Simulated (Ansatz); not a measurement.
# Geometry relaxation, with input and output: C (part 4 of 4)

C (14 atoms in the cell); DFT PBEsol, scalar-relativistic, plane waves, PAW, spin-polarised (Ansatz 0.2.0); cutoff 420 eV, 1×1×6 k-mesh, Gaussian smearing of 0.05 eV, collinear spins. The structure derives from an entry of the Crystallography Open Database. It belongs to a series of runs on one base structure; here: wire along [1 1 1], 14 atoms a period.

Geometry of the input (Å; fractional positions):
```
11.9000  0.0000  0.0000
0.0000  11.8000  0.0000
0.0000  0.0000  6.1554
C  0.5000  0.5000  0.1667
C  0.6219  0.5000  0.0833
C  0.3781  0.5000  0.7500
C  0.3781  0.5000  0.5000
C  0.6219  0.5000  0.8333
C  0.5000  0.5000  0.4167
C  0.5610  0.3935  0.5000
C  0.4390  0.6065  0.8333
C  0.4390  0.3935  0.0833
C  0.5610  0.6065  0.7500
C  0.5610  0.6065  0.5000
C  0.4390  0.3935  0.8333
C  0.4390  0.6065  0.0833
C  0.5610  0.3935  0.7500
```

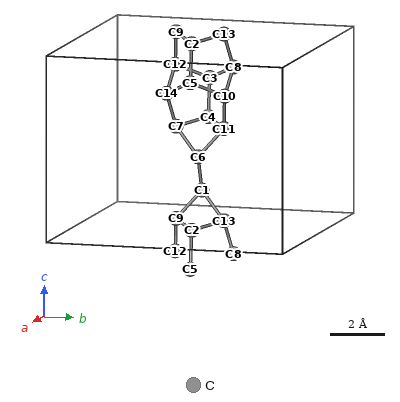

**Figure 1.** The geometry at step 21 of the log (ball-and-stick view of the cell of the calculation, with the vacuum cut short, seen slightly off an axis; neighbours outside the cell are drawn fainter; atoms are numbered from 1 in the order of the input).

Trajectory as extended XYZ, continued:
```
14
Lattice="11.9000 0.0000 0.0000 0.0000 11.8000 0.0000 0.0000 0.0000 6.6185" Properties=species:S:1:pos:R:3:forces:R:3 step=6 energy=-3425.54826 pressure_GPa=-0.51
C     5.9500    5.9000    1.1753   -0.0006   0.0000   0.3274
C     7.1945    5.9000    0.3831   -0.3017   0.0000   0.1812
C     4.6611    5.9000    4.8701    0.5017   0.0000   0.1671
C     4.7055    5.9000    3.4777    0.3017   0.0000  -0.1812
C     7.2389    5.9000    5.6092   -0.5017   0.0000  -0.1671
C     5.9500    5.9000    2.6855    0.0006   0.0000  -0.3274
C     6.5722    4.8221    3.4777   -0.1514   0.2613  -0.1815
C     5.3056    7.0162    5.6093    0.2508  -0.4350  -0.1675
C     5.3278    4.8221    0.3831    0.1514   0.2613   0.1815
C     6.5944    7.0162    4.8701   -0.2508  -0.4350   0.1675
C     6.5722    6.9779    3.4777   -0.1514  -0.2613  -0.1815
C     5.3056    4.7838    5.6093    0.2508   0.4350  -0.1675
C     5.3278    6.9779    0.3831    0.1514  -0.2613   0.1815
C     6.5944    4.7838    4.8701   -0.2508   0.4350   0.1675
14
Lattice="11.9000 0.0000 0.0000 0.0000 11.8000 0.0000 0.0000 0.0000 6.6508" Properties=species:S:1:pos:R:3:forces:R:3 step=9 energy=-3425.60649 pressure_GPa=-0.01
C     5.9500    5.9000    1.1999   -0.0021   0.0000  -0.0523
C     7.1581    5.9000    0.3823   -0.0150   0.0000   0.0290
C     4.6787    5.9000    4.8958   -0.0137   0.0000   0.0075
C     4.7419    5.9000    3.4973    0.0150   0.0000  -0.0290
C     7.2213    5.9000    5.6346    0.0137   0.0000  -0.0075
C     5.9500    5.9000    2.6797    0.0021   0.0000   0.0523
C     6.5539    4.8535    3.4972   -0.0089   0.0124  -0.0295
C     5.3143    7.0010    5.6346   -0.0078   0.0119  -0.0078
C     5.3461    4.8535    0.3824    0.0089   0.0124   0.0295
C     6.5857    7.0010    4.8957    0.0078   0.0119   0.0078
C     6.5539    6.9465    3.4972   -0.0089  -0.0124  -0.0295
C     5.3143    4.7990    5.6346   -0.0078  -0.0119  -0.0078
C     5.3461    6.9465    0.3824    0.0089  -0.0124   0.0295
C     6.5857    4.7990    4.8957    0.0078  -0.0119   0.0078
14
Lattice="11.9000 0.0000 0.0000 0.0000 11.8000 0.0000 0.0000 0.0000 6.6557" Properties=species:S:1:pos:R:3:forces:R:3 step=11 energy=-3425.66771 pressure_GPa=0.05
C     5.9499    5.9000    1.2007   -0.0026   0.0000  -0.0038
C     7.1565    5.9000    0.3822   -0.0025   0.0000  -0.0051
C     4.6785    5.9000    4.8995   -0.0032   0.0000  -0.0010
C     4.7435    5.9000    3.5002    0.0025   0.0000   0.0051
C     7.2215    5.9000    5.6386    0.0032   0.0000   0.0010
C     5.9501    5.9000    2.6818    0.0026   0.0000   0.0038
C     6.5529    4.8549    3.5001   -0.0031   0.0011   0.0046
C     5.3143    7.0012    5.6387   -0.0027   0.0027   0.0006
C     5.3471    4.8549    0.3823    0.0031   0.0011  -0.0046
C     6.5857    7.0012    4.8994    0.0027   0.0027  -0.0006
C     6.5529    6.9451    3.5001   -0.0031  -0.0011   0.0046
C     5.3143    4.7988    5.6387   -0.0027  -0.0027   0.0006
C     5.3471    6.9451    0.3823    0.0031  -0.0011  -0.0046
C     6.5857    4.7988    4.8994    0.0027  -0.0027  -0.0006
14
Lattice="11.9000 0.0000 0.0000 0.0000 11.8000 0.0000 0.0000 0.0000 6.6891" Properties=species:S:1:pos:R:3:forces:R:3 step=13 energy=-3425.66783 pressure_GPa=-0.01
C     5.9502    5.9000    1.2093   -0.0286   0.0000  -0.0399
C     7.1469    5.9000    0.3774   -0.0179   0.0000  -0.0068
C     4.6792    5.9000    4.9268    0.0099   0.0000  -0.0120
C     4.7531    5.9000    3.5246    0.0179   0.0000   0.0068
C     7.2208    5.9000    5.6644   -0.0099   0.0000   0.0120
C     5.9498    5.9000    2.6927    0.0286   0.0000   0.0399
C     6.5442    4.8621    3.5234   -0.0196  -0.0021   0.0068
C     5.3150    7.0007    5.6659   -0.0069  -0.0080   0.0089
C     5.3558    4.8621    0.3786    0.0196  -0.0021  -0.0068
C     6.5850    7.0007    4.9253    0.0069  -0.0080  -0.0089
C     6.5442    6.9379    3.5234   -0.0196   0.0021   0.0068
C     5.3150    4.7993    5.6659   -0.0069   0.0080   0.0089
C     5.3558    6.9379    0.3786    0.0196   0.0021  -0.0068
C     6.5850    4.7993    4.9253    0.0069   0.0080  -0.0089
14
Lattice="11.9000 0.0000 0.0000 0.0000 11.8000 0.0000 0.0000 0.0000 6.9239" Properties=species:S:1:pos:R:3:forces:R:3 step=16 energy=-3426.03825 pressure_GPa=-0.21
C     5.9559    5.9000    1.3049   -1.5497   0.0000  -2.3491
C     7.0507    5.9000    0.2903   -0.7189   0.0000   0.3514
C     4.6758    5.9000    5.1683   -0.1915   0.0000   0.1852
C     4.8493    5.9000    3.7487    0.7189   0.0000  -0.3514
C     7.2242    5.9000    5.7946    0.1915   0.0000  -0.1852
C     5.9441    5.9000    2.7341    1.5497   0.0000   2.3491
C     6.2935    4.8725    3.6886   -1.0784   0.0842  -0.1743
C     5.3293    7.0153    5.8701   -0.6146  -0.1082  -0.1221
C     5.6065    4.8725    0.3504    1.0784   0.0842   0.1743
C     6.5707    7.0153    5.0928    0.6146  -0.1082   0.1221
C     6.2935    6.9275    3.6886   -1.0784  -0.0842  -0.1743
C     5.3293    4.7847    5.8701   -0.6146   0.1082  -0.1221
C     5.6065    6.9275    0.3504    1.0784  -0.0842   0.1743
C     6.5707    4.7847    5.0928    0.6146   0.1082   0.1221
14
Lattice="11.9000 0.0000 0.0000 0.0000 11.8000 0.0000 0.0000 0.0000 6.9613" Properties=species:S:1:pos:R:3:forces:R:3 step=19 energy=-3426.77349 pressure_GPa=-0.25
C     5.9255    5.9000    1.2797   -1.1202   0.0000   1.5572
C     7.0771    5.9000    0.1713   -0.7645   0.0000   0.4299
C     4.5692    5.9000    5.3334    0.8757   0.0000   0.0518
C     4.8229    5.9000    3.8894    0.7645   0.0000  -0.4299
C     7.3308    5.9000    5.6886   -0.8757   0.0000  -0.0518
C     5.9745    5.9000    2.7810    1.1202   0.0000  -1.5572
C     6.0482    4.8711    3.7578   -0.7336   0.0825  -0.5184
C     5.3157    7.0324    5.9391    0.6568  -0.2442  -1.0158
C     5.8518    4.8711    0.3029    0.7336   0.0825   0.5184
C     6.5843    7.0324    5.0829   -0.6568  -0.2442   1.0158
C     6.0482    6.9289    3.7578   -0.7336  -0.0825  -0.5184
C     5.3157    4.7676    5.9391    0.6568   0.2442  -1.0158
C     5.8518    6.9289    0.3029    0.7336  -0.0825   0.5184
C     6.5843    4.7676    5.0829   -0.6568   0.2442   1.0158
14
Lattice="11.9000 0.0000 0.0000 0.0000 11.8000 0.0000 0.0000 0.0000 7.1388" Properties=species:S:1:pos:R:3:forces:R:3 step=21 energy=-3428.10227 pressure_GPa=-0.05
C     5.6887    5.9000    1.4036   -0.7299   0.0000   4.6223
C     7.0653    5.9000    0.0890    1.4264   0.0000  -2.5453
C     4.6286    5.9000    5.5346   -0.8203   0.0000   0.6570
C     4.8347    5.9000    4.0754   -1.4264   0.0000   2.5453
C     7.2714    5.9000    5.7685    0.8203   0.0000  -0.6570
C     6.2113    5.9000    2.7607    0.7299   0.0000  -4.6223
C     5.9496    4.9623    3.8453   -0.3642   0.9476   0.0046
C     5.3574    7.0420    6.1104    0.4188   0.1411  -0.0018
C     5.9504    4.9623    0.3190    0.3642   0.9476  -0.0046
C     6.5426    7.0420    5.1927   -0.4188   0.1411   0.0018
C     5.9496    6.8377    3.8453   -0.3642  -0.9476   0.0046
C     5.3574    4.7580    6.1104    0.4188  -0.1411  -0.0018
C     5.9504    6.8377    0.3190    0.3642  -0.9476  -0.0046
C     6.5426    4.7580    5.1927   -0.4188  -0.1411   0.0018
14
Lattice="11.9000 0.0000 0.0000 0.0000 11.8000 0.0000 0.0000 0.0000 6.9637" Properties=species:S:1:pos:R:3:forces:R:3 step=23 energy=-3430.24364 pressure_GPa=0.61
C     5.7473    5.9000    1.4429    0.1659   0.0000  -6.5059
C     7.2732    5.9000   -0.1291   -0.8972   0.0000  -0.4066
C     4.6090    5.9000    5.6717   -0.3374   0.0000  -0.5713
C     4.6268    5.9000    4.1912    0.8972   0.0000   0.4066
C     7.2910    5.9000    5.3541    0.3374   0.0000   0.5713
C     6.1527    5.9000    2.6192   -0.1659   0.0000   6.5059
C     5.7134    5.0044    3.7162   -0.6008   1.1155   0.0989
C     5.4469    7.0381    6.0539    0.3213   0.6544   0.0802
C     6.1866    5.0044    0.3459    0.6008   1.1155  -0.0989
C     6.4531    7.0381    4.9719   -0.3213   0.6544  -0.0802
C     5.7134    6.7956    3.7162   -0.6008  -1.1155   0.0989
C     5.4469    4.7619    6.0539    0.3213  -0.6544   0.0802
C     6.1866    6.7956    0.3459    0.6008  -1.1155  -0.0989
C     6.4531    4.7619    4.9719   -0.3213  -0.6544  -0.0802
14
Lattice="11.9000 0.0000 0.0000 0.0000 11.8000 0.0000 0.0000 0.0000 7.0366" Properties=species:S:1:pos:R:3:forces:R:3 step=26 energy=-3431.69895 pressure_GPa=0.39
C     6.0562    5.9000    1.3983    0.6419   0.0000   0.7745
C     7.4206    5.9000   -0.3457    1.2261   0.0000  -0.3131
C     4.6599    5.9000    5.8811   -0.0760   0.0000   0.6749
C     4.4794    5.9000    4.4504   -1.2261   0.0000   0.3131
C     7.2401    5.9000    5.2602    0.0760   0.0000  -0.6749
C     5.8438    5.9000    2.7064   -0.6419   0.0000  -0.7745
C     5.4496    5.0541    3.8215    0.5924  -0.4367  -0.1745
C     5.5369    7.0777    6.1708   -0.1274  -0.2559   0.2739
C     6.4504    5.0541    0.2832   -0.5924  -0.4367   0.1745
C     6.3631    7.0777    4.9705    0.1274  -0.2559  -0.2739
C     5.4496    6.7459    3.8215    0.5924   0.4367  -0.1745
C     5.5369    4.7223    6.1708   -0.1274   0.2559   0.2739
C     6.4504    6.7459    0.2832   -0.5924   0.4367   0.1745
C     6.3631    4.7223    4.9705    0.1274   0.2559  -0.2739
14
Lattice="11.9000 0.0000 0.0000 0.0000 11.8000 0.0000 0.0000 0.0000 6.8475" Properties=species:S:1:pos:R:3:forces:R:3 step=29 energy=-3431.96486 pressure_GPa=0.13
C     6.2486    5.9000    1.4001   -0.0763   0.0000   0.7128
C     7.5277    5.9000   -0.4262    0.3275   0.0000  -0.3860
C     4.6849    5.9000    5.8457    0.1699   0.0000   0.0126
C     4.3723    5.9000    4.4206   -0.3275   0.0000   0.3860
C     7.2151    5.9000    4.9963   -0.1699   0.0000  -0.0126
C     5.6514    5.9000    2.5943    0.0763   0.0000  -0.7128
C     5.3139    5.0507    3.7113    0.0060   0.0585  -0.0896
C     5.5895    7.0706    6.0566   -0.1430  -0.0869  -0.0089
C     6.5861    5.0507    0.2831   -0.0060   0.0585   0.0896
C     6.3105    7.0706    4.7854    0.1430  -0.0869   0.0089
C     5.3139    6.7493    3.7113    0.0060  -0.0585  -0.0896
C     5.5895    4.7294    6.0566   -0.1430   0.0869  -0.0089
C     6.5861    6.7493    0.2831   -0.0060  -0.0585   0.0896
C     6.3105    4.7294    4.7854    0.1430   0.0869   0.0089
14
Lattice="11.9000 0.0000 0.0000 0.0000 11.8000 0.0000 0.0000 0.0000 6.7823" Properties=species:S:1:pos:R:3:forces:R:3 step=31 energy=-3431.98619 pressure_GPa=-0.25 accepted=F
C     6.3440    5.9000    1.4294   -0.5165   0.0000   0.1136
C     7.5764    5.9000   -0.4565   -0.3797   0.0000  -0.3279
C     4.7093    5.9000    5.8288    0.0225   0.0000  -0.2529
C     4.3236    5.9000    4.4129    0.3797   0.0000   0.3279
C     7.1907    5.9000    4.9099   -0.0225   0.0000   0.2529
C     5.5560    5.9000    2.5270    0.5165   0.0000  -0.1136
C     5.2608    5.0575    3.6664   -0.1701   0.2189   0.0242
C     5.6074    7.0688    6.0190    0.0659  -0.0876   0.0137
C     6.6392    5.0575    0.2900    0.1701   0.2189  -0.0242
C     6.2926    7.0688    4.7197   -0.0659  -0.0876  -0.0137
C     5.2608    6.7425    3.6664   -0.1701  -0.2189   0.0242
C     5.6074    4.7312    6.0190    0.0659   0.0876   0.0137
C     6.6392    6.7425    0.2900    0.1701  -0.2189  -0.0242
C     6.2926    4.7312    4.7197   -0.0659   0.0876  -0.0137
14
Lattice="11.9000 0.0000 0.0000 0.0000 11.8000 0.0000 0.0000 0.0000 6.7858" Properties=species:S:1:pos:R:3:forces:R:3 step=33 energy=-3432.00536 pressure_GPa=0.03
C     6.3116    5.9000    1.4176    0.0270   0.0000  -0.0417
C     7.5629    5.9000   -0.4583    0.0266   0.0000  -0.0272
C     4.7067    5.9000    5.8247   -0.0057   0.0000   0.0129
C     4.3371    5.9000    4.4166   -0.0266   0.0000   0.0272
C     7.1933    5.9000    4.9194    0.0057   0.0000  -0.0129
C     5.5884    5.9000    2.5408   -0.0270   0.0000   0.0417
C     5.2681    5.0584    3.6716   -0.0302   0.0437  -0.0038
C     5.6065    7.0669    6.0191   -0.0113   0.0064  -0.0104
C     6.6319    5.0584    0.2867    0.0302   0.0437   0.0038
C     6.2935    7.0669    4.7250    0.0113   0.0064   0.0104
C     5.2681    6.7416    3.6716   -0.0302  -0.0437  -0.0038
C     5.6065    4.7331    6.0191   -0.0113  -0.0064  -0.0104
C     6.6319    6.7416    0.2867    0.0302  -0.0437   0.0038
C     6.2935    4.7331    4.7250    0.0113  -0.0064   0.0104
14
Lattice="11.9000 0.0000 0.0000 0.0000 11.8000 0.0000 0.0000 0.0000 6.7798" Properties=species:S:1:pos:R:3:forces:R:3 step=36 energy=-3432.01529 pressure_GPa=0.00
C     6.3190    5.9000    1.4187   -0.0058   0.0000   0.0069
C     7.5687    5.9000   -0.4633    0.0023   0.0000   0.0001
C     4.7088    5.9000    5.8245   -0.0028   0.0000  -0.0004
C     4.3313    5.9000    4.4181   -0.0023   0.0000  -0.0001
C     7.1912    5.9000    4.9102    0.0028   0.0000   0.0004
C     5.5810    5.9000    2.5362    0.0058   0.0000  -0.0069
C     5.2609    5.0603    3.6688    0.0021   0.0066  -0.0009
C     5.6093    7.0667    6.0157    0.0058   0.0012  -0.0021
C     6.6391    5.0603    0.2861   -0.0021   0.0066   0.0009
C     6.2907    7.0667    4.7190   -0.0058   0.0012   0.0021
C     5.2609    6.7397    3.6688    0.0021  -0.0066  -0.0009
C     5.6093    4.7333    6.0157    0.0058  -0.0012  -0.0021
C     6.6391    6.7397    0.2861   -0.0021  -0.0066   0.0009
C     6.2907    4.7333    4.7190   -0.0058  -0.0012   0.0021
```

Summary:

- outcome: converged
- electrons treated: 56
- free energy: −3432.0153 eV
- Fermi energy: −3.671 eV
- gap on the k-point mesh: none (metallic)
- net moment of the cell: 0.32 μB
- integrated absolute moment: 1.50 μB
- final volume: 952.02 Å³
- largest force (length of the vector) at the end: 0.009 eV/Å
- hardware: 4 threads of Intel Xeon @ 2.50GHz (Skylake/Cascade Lake), 192 GiB of memory available, shared host
- wall time: 13 min (CPU time 45 min)
- peak memory: 1.7 GiB

Notes:

The electronic state found may not be the lowest one. Notes on the run: some starting moments were not kept; the exchange-correlation potential is rough where the density is thin.
